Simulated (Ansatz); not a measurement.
Single-point calculation, with input and output: PtSe2 (part 1 of 2)

PtSe2 (P-3m1, 3 atoms in the cell), computed with DFT, HSE06, plane waves, PAW, no spin polarisation (Ansatz 0.2.0).

The structure was built on a prototype by a generator. The geometry comes from this level: r2scan-rvv10 (a point of a series of strains). It belongs to a series of runs on one base structure; here: uniaxial_z strain -4.0%. Figures and captions count atoms from 1; the log counts them from 0 in places.

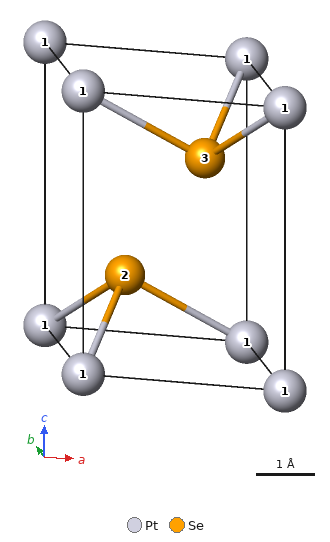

**Figure 1.** The structure as given in the input (ball-and-stick view of the cell of the calculation, seen slightly off an axis; atoms are numbered from 1 in the order of the input). An atom can appear more than once, as a periodic image. Near neighbours in the periodic cell (some may lie outside the picture): Pt has 6 Se at 2.51 Å; Se has 3 Pt at 2.51 Å.

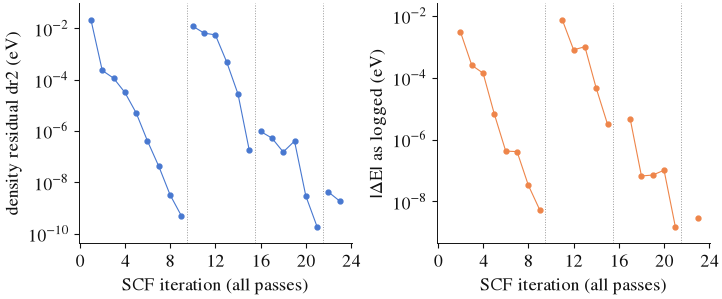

**Figure 2.** Convergence of the self-consistent field: density residual dr2 and size of the energy change against the SCF iteration. The run starts with a semilocal functional; after that each stretch between dotted lines is one SCF of the hybrid functional between two exact rebuilds of the exchange operator by the outer loop. Early passes are stopped at a loose threshold. The passes take 9, 6, 6 and 2 iterations.

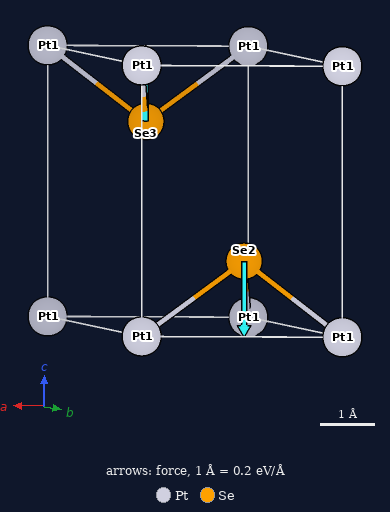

**Figure 3.** Forces on the atoms as teal arrows (ball-and-stick view of the cell of the calculation, seen at an oblique angle; atoms are numbered from 1 in the order of the input). The largest act on Se2, Se3 (0.29 eV/Å). The geometry is not a stationary point of this energy.

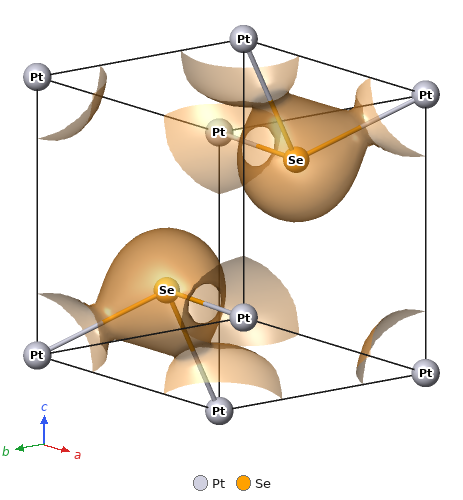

**Figure 4.** Isosurface of the valence charge density (pseudo) at 0.5 e/Å³ (orange), seen at an oblique angle. Sticks mark near contacts. The outline is the cell set on symmetry axes. At this value the density is joined into sheets; it holds about 85 % of the electrons treated as valence (semicore included). On the grid the lowest density along these lines, outside the cores, is 0.59 e/Å³ (Pt–Se, 2.51 Å). The fields are those of the smooth PAW valence density.

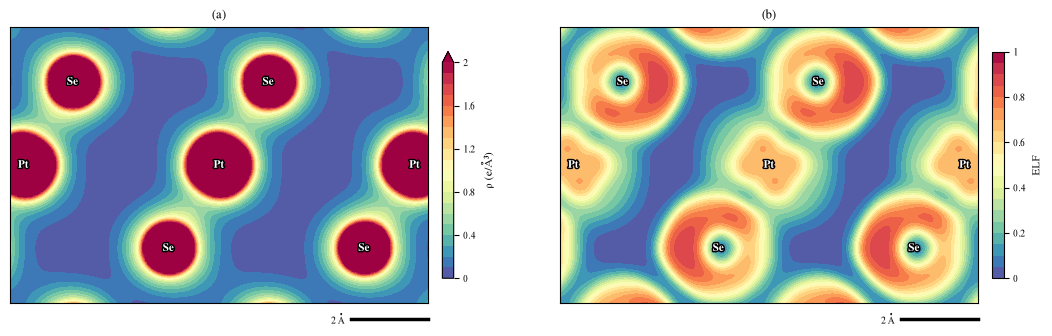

**Figure 5.** (a) valence electron density; (b) ELF on the (110) plane of the conventional cell. Pt–Se (2.51 Å): ρ is about 0.59 e/Å³ halfway; the ELF is about 0.50 at the midpoint. Away from the nuclei the density in this plane falls to 0.02 e/Å³ at its lowest. The strong features right at Pt lie inside the PAW spheres (semicore, d or f shells) and say nothing about bonding.

The input and output of the run follow.

Input
```yaml
crystal:
  lattice:
    - [3.7286503688, 0.0, 0.0]
    - [-1.8643251844, 3.2291059412, 0.0]
    - [0.0, 0.0, 5.066070313]
  atoms:
    - { symbol: Pt, position: [0.0, 0.0, 0.0] }
    - { symbol: Se, position: [0.3333333333, 0.6666666667, 0.2550933301] }
    - { symbol: Se, position: [0.6666666667, 0.3333333333, 0.7449066699] }
kpoints:
  mp_grid: { grid: [6, 6, 4] }
  band_path:
    path:
      - [0.0, 0.0, 0.0]
      - [0.5, 0.0, 0.0]
      - [0.3333333333, 0.3333333333, 0.0]
      - [0.0, 0.0, 0.5]
      - [0.5, 0.0, 0.5]
      - [0.3333333333, 0.3333333333, 0.5]
      - [0.0, 0.25, 0.3333333333]
      - [0.0, 0.291667, 0.285156]
    npoints: 1
hamiltonian:
  xc: hse06
scf:
  occupations: { method: fermi_dirac, width: 0.02 }
  n_extra_bands: 4
output:
  forces: true
  stress: true
  eigenvalues: true
  write_density: true
  write_potential: true
  elf: true
  volumetric_format: npy
```

Output
```
Warning: output.stress: scf.convergence.dr2_threshold = 1e-7 eV (the SCF's general default) is looser than the 3e-10 eV advised for a printed stress (1e-10 eV for each atom of the cell: 3). What an SCF threshold leaves in a stress goes as its square root, and in the free energy as the threshold itself, and one threshold admits the most on a small cell: of the crystals measured, under no hybrid functional and no lock of the moments, on runs that ended without the residual-converged pass, on stresses that held no estimate of that error, the worst erred by over 100 MPa in a component at 1e-7 eV an atom and by under 5 at 1e-10. Set scf.convergence.dr2_threshold to 3e-10 eV or tighter. The threshold is an SCF's pass mark: one that does not reach it within its budget of iterations ends unconverged, or closes short of it on a stop that the run arms, and scf.convergence.dr2_threshold's page says what that costs each kind of run
Warning: output.stress: scf.exx.energy_threshold = 1e-6 eV is looser than the 3e-8 eV advised for a stress under a hybrid functional (1e-8 eV for each atom of the cell: 3). Every SCF of the exchange loop can meet its threshold on dr2 while the loop round them stops early: no threshold on dr2 bounds what that leaves in the stress. Set scf.exx.energy_threshold to 3e-8 eV or tighter. The threshold is the loop's pass mark: a loop that does not reach it within its budget of cycles ends unconverged, and scf.exx.energy_threshold's page has the law
scf.n_extra_bands = 4 over 25 filled bands (N_el = 50.0): the run solves 29 bands
Engine: ansatz 0.2.0, x86_64-unknown-linux-gnu
Pseudopotentials: kind: paw
Pseudopotential: Pt, paw, valence charge 18, recommended cutoff 420 eV (normal), Pt.paw.azcp
Pseudopotential: Se, paw, valence charge 16, recommended cutoff 420 eV (normal), Se.paw.azcp
Functional definition: HSE06
  parameter a = 0.25
  parameter omega = 0.11/bohr
  exchange = pbe_x - a*pbe_x_sr(omega) + a*exact_x_sr(omega)
  correlation = pbe_c
Crystal: 3 atoms, lattice volume = 60.997 Å³
Basis set: ecut = 420 eV, 1205 PW (Γ), exchange–correlation on 50×50×72 points (8 copies of the dense FFT grid, shifted against one another)
Bands: 29, of which v1, the nominal top of the filled ones, is band 25 counted from 1 (24 counted from 0)
Symmetry: 12 space group operations
Space group: P-3m1 (ITA 164), of the structure as read, at distance tolerance 3.9e-5 Å
k-points: 24 of 144
Non-local potential: Pt, projectors of the file, l = 0: 3, l = 1: 2, l = 2: 2, l = 3: 1
Non-local potential: Se, projectors of the file, l = 0: 2, l = 1: 2, l = 2: 3, l = 3: 1
PAW form: soft (Blöchl's): semilocal exchange-correlation on the pseudo side does not see the compensation charge
PAW frozen core: Pt, regenerated for the run's functional, and the local potential with it (the file was generated under x = pbe(κ = 0.804, μ = 0.2195149727645171), c = pbe(β = 0.06672455060314922))
PAW frozen core: Se, regenerated for the run's functional, and the local potential with it (the file was generated under x = pbe(κ = 0.804, μ = 0.2195149727645171), c = pbe(β = 0.06672455060314922))
PAW one-centre angular grid: Pt, 590 points (default); XC on 64 Gauss nodes
PAW one-centre angular grid: Se, 590 points (default); XC on 64 Gauss nodes
Initial density: superposition of atomic densities (neutral atoms: chi_scale 0, normalization atom), corrected by the library's trained network
Initial wavefunctions: pseudopotential atomic-orbital guess
Functional: x = pbe(κ = 0.804, μ = 0.2195149727645171), c = pbe(β = 0.06672455060314922), warm-up for x = pbe(κ = 0.804, μ = 0.2195149727645171) + 0.25 (exact − pbe) at short range (hse, ω = 0.20786987370883472 Å⁻¹), c = pbe(β = 0.06672455060314922); HSE06 as pw.x's `hse` composes it (authors' and Libxc's form: `xc: wpbeh`)
SCF iter   1: F=—  HF=-23462.287327 eV  |F-HF|=—  |Δ(HF+E_count)|=         —  Δρ=5.53e-3  dr2=2.14e-2  ethr=1.77e-3  ⟨swp⟩=6.8  Hψ=2694  notcnv=0
preconditioner: auto → Kerker (q_TF=auto, 2.639 Å⁻¹)  [metal: Δε(μ)=0.043 eV  Ē_g=9.235 eV  σ=0.020 eV  W_gap=0.41  n_scr=22 (ndim 8)  ℏωp=22.3 eV  f_vac=0.033  D(μ)=2.00/eV (n_scr^D=20)]
iter 2 solved again at ethr=4.37e-7 eV; its pass at ethr=4.27e-5 eV (dr2=2.19e-4 eV) is discarded
SCF iter   2: F=—  HF=-23462.284354 eV  |F-HF|=—  |Δ(HF+E_count)|=   2.97e-3  Δρ=8.42e-4  dr2=2.27e-4  ethr=4.37e-7  ⟨swp⟩=4.1  Hψ=3586  notcnv=0  defer=1
SCF iter   3: F=—  HF=-23462.284604 eV  |F-HF|=—  |Δ(HF+E_count)|=   2.50e-4  Δρ=4.94e-4  dr2=1.14e-4  ethr=4.37e-7  ⟨swp⟩=3.0  Hψ=1675  notcnv=0
SCF iter   4: F=—  HF=-23462.284744 eV  |F-HF|=—  |Δ(HF+E_count)|=   1.39e-4  Δρ=1.60e-4  dr2=3.16e-5  ethr=2.28e-7  ⟨swp⟩=3.0  Hψ=1595  notcnv=0
SCF iter   5: F=—  HF=-23462.284750 eV  |F-HF|=—  |Δ(HF+E_count)|=   6.49e-6  Δρ=6.21e-5  dr2=5.01e-6  ethr=6.31e-8  ⟨swp⟩=3.0  Hψ=1481  notcnv=0
SCF iter   6: F=—  HF=-23462.284750 eV  |F-HF|=—  |Δ(HF+E_count)|=   4.22e-7  Δρ=2.10e-5  dr2=4.04e-7  ethr=1.00e-8  ⟨swp⟩=3.0  Hψ=1490  notcnv=0
SCF iter   7: F=—  HF=-23462.284751 eV  |F-HF|=—  |Δ(HF+E_count)|=   4.08e-7  Δρ=7.47e-6  dr2=4.16e-8  ethr=8.08e-10  ⟨swp⟩=4.0  Hψ=2025  notcnv=0
SCF iter   8: F=—  HF=-23462.284751 eV  |F-HF|=—  |Δ(HF+E_count)|=   3.34e-8  Δρ=2.21e-6  dr2=3.21e-9  ethr=8.32e-11  ⟨swp⟩=3.0  Hψ=1791  notcnv=0
SCF iter   9: F=-23462.284751 eV  HF=-23462.284751 eV  |F-HF|=5.06e-10  |Δ(HF+E_count)|=   5.41e-9  Δρ=7.54e-7  dr2=4.88e-10  ethr=6.42e-12  ⟨swp⟩=3.0  Hψ=1488  notcnv=0
SCF 1 converged in 9 iterations: F = -23462.284751 eV  dr2 = 4.88e-10
  greatest PAW one-centre occupation: 1.000 electrons in one spin orbital (limit 2), on the Pt atom at site 0 (counted from 0), in its partial waves of l = 0
Initial density: handed on by an earlier stage of this run
Initial wavefunctions: those handed on with the density
Functional: x = pbe(κ = 0.804, μ = 0.2195149727645171) + 0.25 (exact − pbe) at short range (hse, ω = 0.20786987370883472 Å⁻¹), c = pbe(β = 0.06672455060314922); HSE06 as pw.x's `hse` composes it (authors' and Libxc's form: `xc: wpbeh`)
Exchange kernel: α = 0.2500, screened, ω = 0.2079 Å⁻¹, Wigner–Seitz truncation, v(0) = 1046.0675 eV·Å³, q-mesh 6×6×4, nearest image of the exchange supercell L = 20.26 Å, pair-density grid 15×15×24, without the augmentation charges, whose exchange is taken in its separable form by FFT convolution over the k-point mesh (sized by the pseudopotential files, 24×24×36 at the most), smooth part of the exact exchange by density-matrix convolution in up to 3.54 GiB of GPU memory as planned if the GPU has room (build and FFT work areas not counted)
Frozen-core exchange: fock
iter 1 solved again at ethr=1.85e-5 eV; its pass at ethr=1.00e-1 eV (dr2=9.23e-3 eV) is discarded
SCF iter   1: F=—  HF=-23467.511934 eV  |F-HF|=—  |Δ(HF+E_count)|=         —  Δρ=7.21e-3  dr2=1.21e-2  ethr=1.85e-5  ⟨swp⟩=4.9  Hψ=3730  notcnv=0
preconditioner: auto → none  [insulator: Δε(μ)=0.298 eV  Ē_g=10.648 eV  σ=0.020 eV  W_gap=0.79  n_scr=22 (ndim 8)  ℏωp=22.3 eV  f_vac=0.033  D(μ)=0.56/eV (n_scr^D=2)]
SCF iter   2: F=—  HF=-23467.519291 eV  |F-HF|=—  |Δ(HF+E_count)|=   7.36e-3  Δρ=4.57e-3  dr2=6.49e-3  ethr=1.85e-5  ⟨swp⟩=3.9  Hψ=2010  notcnv=0
SCF iter   3: F=—  HF=-23467.520083 eV  |F-HF|=—  |Δ(HF+E_count)|=   7.92e-4  Δρ=2.57e-3  dr2=5.53e-3  ethr=1.09e-5  ⟨swp⟩=3.9  Hψ=1843  notcnv=0
SCF iter   4: F=—  HF=-23467.519093 eV  |F-HF|=—  |Δ(HF+E_count)|=   9.91e-4  Δρ=1.21e-3  dr2=4.89e-4  ethr=1.07e-5  ⟨swp⟩=3.5  Hψ=1656  notcnv=0
SCF iter   5: F=—  HF=-23467.519138 eV  |F-HF|=—  |Δ(HF+E_count)|=   4.57e-5  Δρ=2.77e-4  dr2=2.76e-5  ethr=7.88e-7  ⟨swp⟩=3.9  Hψ=1602  notcnv=0
SCF iter   6: F=-23467.519142 eV  HF=-23467.519142 eV  |F-HF|=8.74e-8  |Δ(HF+E_count)|=   3.13e-6  Δρ=2.49e-5  dr2=1.75e-7  ethr=4.38e-8  ⟨swp⟩=3.8  Hψ=1620  notcnv=0
SCF 2 stopped early in 6 iterations: F = -23467.519142 eV  dr2 = 1.75e-7
  Residual-converged pass: ⟨swp⟩=3.9  Hψ=2301  notcnv=0  max |occ|·‖R‖ = 6.2e-6 eV (tolerance 6.7e-6 eV)  dr2=1.67e-7  dr2_onsite=4.12e-8  max |Δocc| = 2.5e-10
hybrid outer 1: dexx = +2.194e-2 eV, tail = 2.38e-4 eV
Exchange kernel: α = 0.2500, screened, ω = 0.2079 Å⁻¹, Wigner–Seitz truncation, v(0) = 1046.0675 eV·Å³, q-mesh 6×6×4, nearest image of the exchange supercell L = 20.26 Å, pair-density grid 15×15×24, without the augmentation charges, whose exchange is taken in its separable form by FFT convolution over the k-point mesh (sized by the pseudopotential files, 24×24×36 at the most), smooth part of the exact exchange by density-matrix convolution in up to 3.54 GiB of GPU memory as planned if the GPU has room (build and FFT work areas not counted)
Frozen-core exchange: fock
```
